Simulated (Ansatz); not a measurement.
**NiGe: geometry relaxation (part 2 of 2)**

The same run, continued: NiGe (P4/mmm, 2 atoms in the cell); DFT r2SCAN, scalar-relativistic, plane waves, PAW, no spin polarisation (Ansatz 0.2.0); cutoff 500 eV, 16×16×12 k-mesh, Gaussian smearing of 0.1 eV. The structure was built on a prototype by a generator; it need not be a known phase.

Geometry of the input (Å; fractional positions):
```
2.6719  0.0000  0.0000
0.0000  2.6719  0.0000
0.0000  0.0000  3.6338
Ni 0.0000  0.0000  0.0000
Ge 0.5000  0.5000  0.5000
```

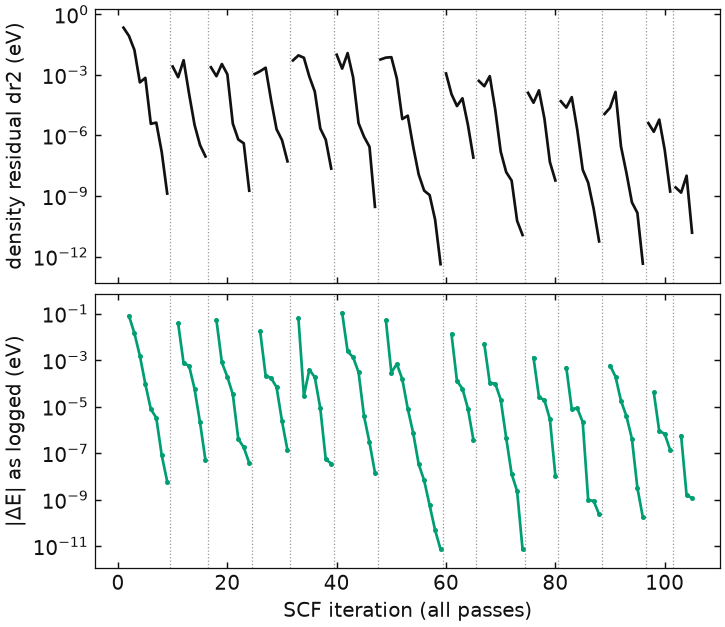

**Figure 1.** Convergence of the self-consistent field: density residual dr2 and size of the energy change against the SCF iteration. The dotted lines part the SCF passes of the relaxation: geometry steps, rejected trials and re-solves on a re-selected basis. The 14 passes take 4 to 12 iterations each, 105 in all.

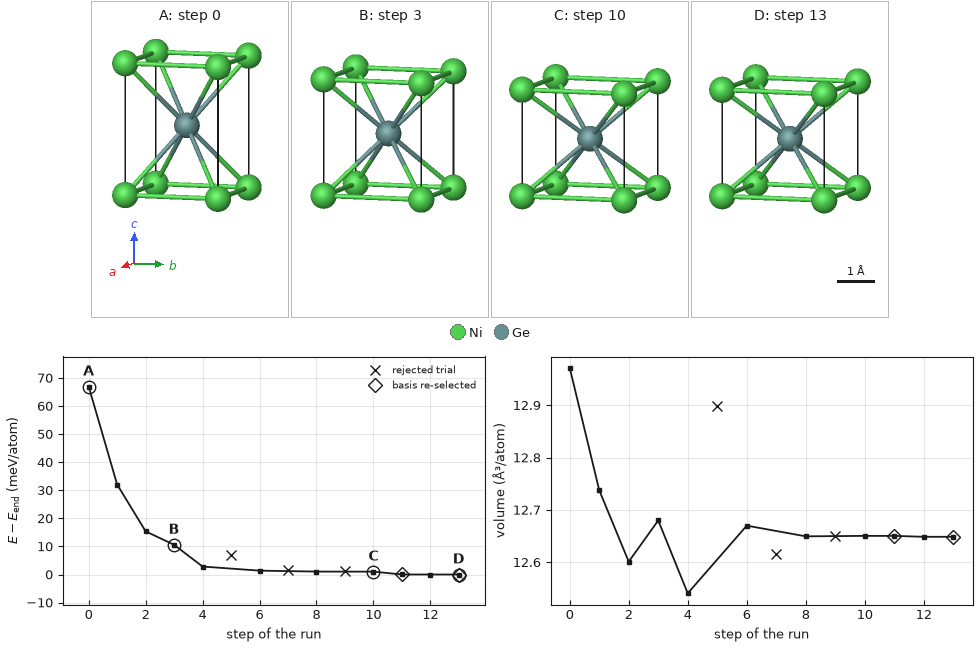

**Figure 2.** Frames of the relaxation (ball-and-stick view of the cell of the calculation, seen slightly off an axis) above the curves, on which the letters mark them (the first geometry is step 0 here and step 1 in the log).

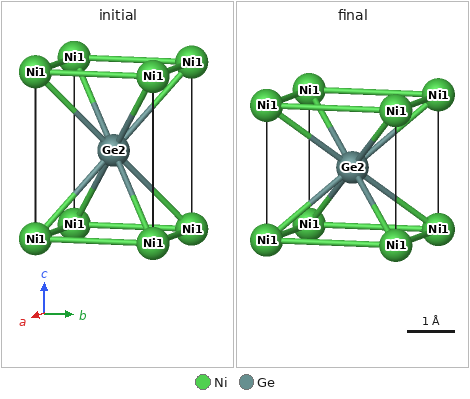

**Figure 3.** Before (left) and after (right) the relaxation, at one scale (ball-and-stick view of the cell of the calculation, seen slightly off an axis). Over 11 geometry steps the energy falls by 66.9 meV per atom. All forces vanish by symmetry, so only the cell relaxes. Pressure: −3.55 GPa at the start and 0.00 GPa at the end. The line search rejected the trial steps at points 5, 7, 9 (counted from 0) and went back. The basis was re-selected once at an unchanged geometry, which shifts the energy a little without any move. No atom moves by more than 0.005 Å relative to the cell. Cell: a = b 2.672 → 2.937 Å (+9.9 %), c 3.634 → 2.933 Å (−19.3 %). Volume −2.5 %. Among the contacts that change: Ni1–Ni1 2.672 → 2.937 Å, Ge2–Ge2 2.672 → 2.937 Å, Ni1–Ge2 2.621 → 2.542 Å. The space group (tolerance 0.01 Å) goes from P4/mmm (No. 123) to Pm-3m (No. 221). The energy change given includes the shifts at the re-selections in mid-walk, which come without any move. A last SCF at the same geometry on a re-selected plane-wave basis shifts the energy by +0.0 meV per atom. (Atoms are counted from 1 in the order of the input.)

```
basis re-selected at this cell: Δ(F+E_penalty+E_count) = +2.509e-6 eV, ΔP = -0.000 GPa vs the last step (what re-selecting the basis moved, of the pressure what is left beyond the Pulay correction that the steps carried, after the strain that the cell walked since its last selection, with what the two solves' SCF thresholds leave and, on support functions, any second-order correction that the steps lacked; it is no measure of the basis error at this ecutwfc). This SCF's stress stands 3.31e-3 GPa from its target on what of the cell is left free (relax.cell.stress_tol is 5.00e-2 GPa) and its largest allowed force component is 3.54e-30 eV/Å (relax.f_tol is 1.00e-2 eV/Å): within both
SCF converged after 4 iterations
Free energy (F): -10148.117967 eV
Harris-Foulkes:  -10148.117967 eV  (|F-HF|=4.00e-11)
Internal energy: -10148.113183 eV  (E = F + TS)
E sigma→0 (E₀):  -10148.115575 eV
Entropy (-TS):   -0.004784 eV (-2.392 meV/atom)
Fermi energy:    16.960465 eV
--- Per-component energies (eV) ---
  E_band       = -381.374710
  E_kinetic    = 397.777892
  E_local      = -5562.868936  (includes V_loc(G=0)·N_el)
  E_nonlocal   = 1067.820213
  E_hartree    = 2393.994240
  E_xc         = -148.339451
  E_vxc        = -185.872562  (∫ρ·V_xc dr)
  E_paw        = -3685.233781  (= ΣΔE_a)
  E_vpaw       = -898.871489  (= ΣTr[D̂ρ^β])
  E_aug_tail   = 0.000240  (compensation charges beyond the density's cutoff)
  E_vtau       = 12.651341  (kinetic-family band-sum trace: ∫τ·v_τ [+ j·A + Jᵃ·Aᵃ] dr)
  E_ewald      = -4609.877767
  E_core_change = -1.385834  (= ΣΔE_core)
  E_smearing   = -0.004784  (= −TS)
  E_closure    = 0.000000  (closes the sum)
  Σ components = -10148.117967   (vs F -10148.117967, Δ=0.00e0)
--- Forces (eV/Å), atoms counted from 1 ---
  atom   1  Ni     0.00000000    -0.00000000     0.00000000
  atom   2  Ge    -0.00000000     0.00000000     0.00000000
  max |Σ_I F_I| component: 5.55e-30 eV/Å
--- Stress (GPa, compression-positive) ---
       -0.003311       0.000000      -0.000000
        0.000000      -0.003311       0.000000
       -0.000000       0.000000       0.002189
  P = ⅓ Tr σ = -0.0015 GPa (-0.015 kbar)
--- Band table (eV; the first three rows and the last of 315) ---
  k-point 0: bands = ["-90.1381", "-49.0826", "-49.0826", "-49.0785", "-8.8871", "-8.8856", "-8.7650", "-8.7650", "-8.7648", "2.4225", "13.5582", "13.5620", "15.1838", "15.1891", "15.1891", "19.6100", "19.6100", "19.6605", "25.7160", "25.8130"]
  k-point 1: bands = ["-90.1380", "-49.0825", "-49.0825", "-49.0798", "-8.8849", "-8.8794", "-8.7676", "-8.7676", "-8.7645", "2.5488", "13.4974", "13.5803", "15.0984", "15.0984", "15.1866", "18.7031", "19.8321", "19.8321", "25.7969", "25.8433"]
  k-point 2: bands = ["-90.1378", "-49.0834", "-49.0822", "-49.0822", "-8.8831", "-8.8583", "-8.7744", "-8.7744", "-8.7635", "2.9254", "13.1634", "13.6415", "14.8783", "14.8783", "15.1945", "17.1141", "20.4456", "20.4456", "25.9333", "25.9838"]
  k-point 314: bands = ["-90.1348", "-49.0981", "-49.0981", "-49.0944", "-8.8495", "-8.8495", "-8.8485", "-8.6973", "-8.6971", "11.5800", "11.5857", "11.5857", "12.9924", "15.6228", "15.6305", "19.1847", "19.1847", "19.1870", "19.3675", "19.3845"]
--- Relaxed structure (12 steps of the walk, 9 accepted, 2 SCFs on fresh bases) ---
  F+E_penalty+E_count = -10148.11796701 eV   max|allowed force component| = 3.538e-30 eV/Å   (the final SCF, on the basis selected at the relaxed cell)
  cell:  # Å, volume = 25.2972 Å³
    - [2.9370030948708483, -2.5640089481228497e-33, 7.322635790662552e-33]
    - [-6.518666817261483e-34, 2.9370030948708483, 3.4766223025394576e-33]
    - [1.0195194983413586e-32, 4.728206331448458e-33, 2.932676126560701]
  atoms:
    - { symbol: Ni, position: [-4.717611112585926e-34, 5.389531832164086e-34, 8.406255069180657e-35] }
    - { symbol: Ge, position: [0.5, 0.5, 0.5] }
```

### Trajectory as extended XYZ (Å, eV, eV/Å), 14 frames, from step=1 to step=14
```
2
Lattice="2.6719 0.0000 0.0000 0.0000 2.6719 0.0000 0.0000 0.0000 3.6338" Properties=species:S:1:pos:R:3:forces:R:3 step=1 energy=-10147.98413 pressure_GPa=-3.55
Ni    0.0000    0.0000    0.0000    0.0000   0.0000   0.0000
Ge    1.3360    1.3360    1.8169    0.0000   0.0000   0.0000
2
Lattice="2.7103 0.0000 0.0000 0.0000 2.7103 0.0000 0.0000 0.0000 3.4681" Properties=species:S:1:pos:R:3:forces:R:3 step=2 energy=-10148.05390 pressure_GPa=-1.19
Ni    0.0000    0.0000    0.0000    0.0000   0.0000   0.0000
Ge    1.3551    1.3551    1.7340    0.0000   0.0000   0.0000
2
Lattice="2.7681 0.0000 0.0000 0.0000 2.7681 0.0000 0.0000 0.0000 3.2890" Properties=species:S:1:pos:R:3:forces:R:3 step=3 energy=-10148.08723 pressure_GPa=0.57
Ni    0.0000    0.0000    0.0000    0.0000   0.0000   0.0000
Ge    1.3841    1.3841    1.6445    0.0000   0.0000   0.0000
2
Lattice="2.8121 0.0000 0.0000 0.0000 2.8121 0.0000 0.0000 0.0000 3.2068" Properties=species:S:1:pos:R:3:forces:R:3 step=4 energy=-10148.09682 pressure_GPa=-0.33
Ni    0.0000    0.0000    0.0000    0.0000   0.0000   0.0000
Ge    1.4061    1.4061    1.6034    0.0000   0.0000   0.0000
2
Lattice="2.8772 0.0000 0.0000 0.0000 2.8772 0.0000 0.0000 0.0000 3.0297" Properties=species:S:1:pos:R:3:forces:R:3 step=5 energy=-10148.11230 pressure_GPa=1.33
Ni    0.0000    0.0000    0.0000    0.0000   0.0000   0.0000
Ge    1.4386    1.4386    1.5148    0.0000   0.0000   0.0000
2
Lattice="3.0067 0.0000 0.0000 0.0000 3.0067 0.0000 0.0000 0.0000 2.8539" Properties=species:S:1:pos:R:3:forces:R:3 step=6 energy=-10148.10434 pressure_GPa=-2.73 accepted=F
Ni    0.0000    0.0000    0.0000    0.0000   0.0000   0.0000
Ge    1.5033    1.5033    1.4269    0.0000   0.0000   0.0000
2
Lattice="2.9181 0.0000 0.0000 0.0000 2.9181 0.0000 0.0000 0.0000 2.9758" Properties=species:S:1:pos:R:3:forces:R:3 step=7 energy=-10148.11521 pressure_GPa=-0.23
Ni    0.0000    0.0000    0.0000    0.0000   0.0000   0.0000
Ge    1.4591    1.4591    1.4879    0.0000   0.0000   0.0000
2
Lattice="2.9508 0.0000 0.0000 0.0000 2.9508 0.0000 0.0000 0.0000 2.8978" Properties=species:S:1:pos:R:3:forces:R:3 step=8 energy=-10148.11505 pressure_GPa=0.41 accepted=F
Ni    0.0000    0.0000    0.0000    0.0000   0.0000   0.0000
Ge    1.4754    1.4754    1.4489    0.0000   0.0000   0.0000
2
Lattice="2.9305 0.0000 0.0000 0.0000 2.9305 0.0000 0.0000 0.0000 2.9460" Properties=species:S:1:pos:R:3:forces:R:3 step=9 energy=-10148.11588 pressure_GPa=0.02
Ni    0.0000    0.0000    0.0000    0.0000   0.0000   0.0000
Ge    1.4652    1.4652    1.4730    0.0000   0.0000   0.0000
2
Lattice="2.9422 0.0000 0.0000 0.0000 2.9422 0.0000 0.0000 0.0000 2.9226" Properties=species:S:1:pos:R:3:forces:R:3 step=10 energy=-10148.11579 pressure_GPa=0.00 accepted=F
Ni    0.0000    0.0000    0.0000    0.0000   0.0000   0.0000
Ge    1.4711    1.4711    1.4613    0.0000   0.0000   0.0000
2
Lattice="2.9351 0.0000 0.0000 0.0000 2.9351 0.0000 0.0000 0.0000 2.9370" Properties=species:S:1:pos:R:3:forces:R:3 step=11 energy=-10148.11593 pressure_GPa=0.00
Ni    0.0000    0.0000    0.0000    0.0000   0.0000   0.0000
Ge    1.4675    1.4675    1.4685    0.0000   0.0000   0.0000
2
Lattice="2.9351 0.0000 0.0000 0.0000 2.9351 0.0000 0.0000 0.0000 2.9370" Properties=species:S:1:pos:R:3:forces:R:3 step=12 energy=-10148.11796 pressure_GPa=-0.02
Ni    0.0000    0.0000    0.0000    0.0000   0.0000   0.0000
Ge    1.4675    1.4675    1.4685    0.0000   0.0000   0.0000
2
Lattice="2.9370 0.0000 0.0000 0.0000 2.9370 0.0000 0.0000 0.0000 2.9327" Properties=species:S:1:pos:R:3:forces:R:3 step=13 energy=-10148.11797 pressure_GPa=-0.00
Ni    0.0000    0.0000    0.0000    0.0000   0.0000   0.0000
Ge    1.4685    1.4685    1.4663    0.0000   0.0000   0.0000
2
Lattice="2.9370 0.0000 0.0000 0.0000 2.9370 0.0000 0.0000 0.0000 2.9327" Properties=species:S:1:pos:R:3:forces:R:3 step=14 energy=-10148.11797 pressure_GPa=-0.00
Ni    0.0000    0.0000    0.0000    0.0000   0.0000   0.0000
Ge    1.4685    1.4685    1.4663    0.0000   0.0000   0.0000
```

### Key numbers

- outcome: converged
- space group (tolerance 0.01 Å): P4/mmm (123) → Pm-3m (221)
- electrons treated: 32
- free energy: −10148.1180 eV
- Fermi energy: 16.960 eV
- gap on the k-point mesh: none (metallic)
- pressure: 0.00 GPa
- final volume: 25.30 Å³
- largest force (length of the vector) at the end: under 0.001 eV/Å
- final cell: a = 2.937 Å, b = 2.937 Å, c = 2.933 Å, α = 90.00°, β = 90.00°, γ = 90.00°
- wall time: 10 min
- peak memory: 0.57 GiB

### Notes

The run has no spin polarisation, so a magnetic state may lie lower.
